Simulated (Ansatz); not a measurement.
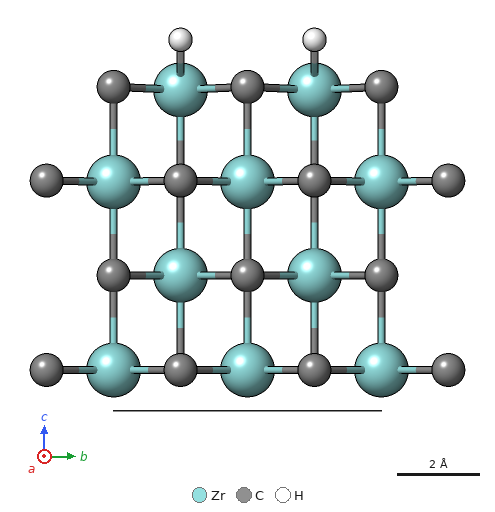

Starting structure of a slab of composition Zr4HC4 (cut from the Fm-3m phase). A ball-and-stick model of the 2 × 2 repeat of the cell, outlined in the plane, without the vacuum, seen along the a axis.

Case: H put at a hollow C-C site. The slab is the (1 0 0) face of ZrC with H on it. 4 atoms are held fixed.

Computed with DFT PBEsol, scalar-relativistic, plane waves, PAW in Ansatz.

Input file:
```yaml
crystal:
  lattice:
    - [3.3015289951, 0.0, 0.0]
    - [0.0, 3.3015289951, 0.0]
    - [0.0, 0.0, 26.0036006222]
  atoms:
    - { symbol: Zr, position: [0.0, 0.0, 0.3268778091] }
    - { symbol: C, position: [0.5, 0.5, 0.3268778091] }
    - { symbol: Zr, position: [0.5, 0.5, 0.4166551279] }
    - { symbol: C, position: [0.0, 0.0, 0.4166551279] }
    - { symbol: Zr, position: [0.0, 0.0, 0.5052660576] }
    - { symbol: C, position: [0.5, 0.5, 0.50646286] }
    - { symbol: Zr, position: [0.5, 0.5, 0.5924822095] }
    - { symbol: C, position: [0.0, 0.0, 0.5953386458] }
    - { symbol: H, position: [1.0, 0.5, 0.6399478526] }
basis:
  ecutwfc: 420
kpoints:
  mp_grid: { grid: [9, 9, 1] }
hamiltonian:
  xc: pbesol
scf:
  occupations: { method: gaussian, width: 0.1 }
output:
  forces: true
  eigenvalues: true
relax:
  adjacent_minimum: "off"
  f_tol: 0.03
  max_steps: 70
  constraints: [{ sites: [0, 1, 2, 3] }]
efield:
  axis: 3
  dipole_correction: true
```

**Where does the constrained relaxation end?**

The largest move is that of C8, 0.058 Å along the normal (−c). Largest moves by element: C 0.058 Å, H 0.026 Å, Zr 0.019 Å. The cell stays as it was. Some distances before and after: Zr5–C8 2.342 → 2.288 Å, Zr5–Zr7 3.255 → 3.271 Å, C6–Zr7 2.237 → 2.252 Å, Zr7–H9 2.061 → 2.066 Å. Among the angles between lasting bonds that change: Zr7–C8–Zr7 176.4° → 179.8°. Over 4 geometry steps the energy falls by 14.7 meV per cell of the calculation. The largest force component goes from 0.36 to 0.0018 eV/Å. The run took roughly 2.5 core-minutes on a shared host.

The end point in the same view:

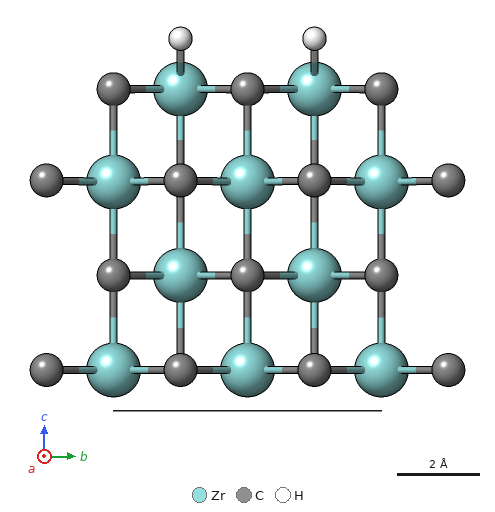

Limits of the set-up: the periodic images lie only 3.3 Å apart, so the values are limited by the cell's size.
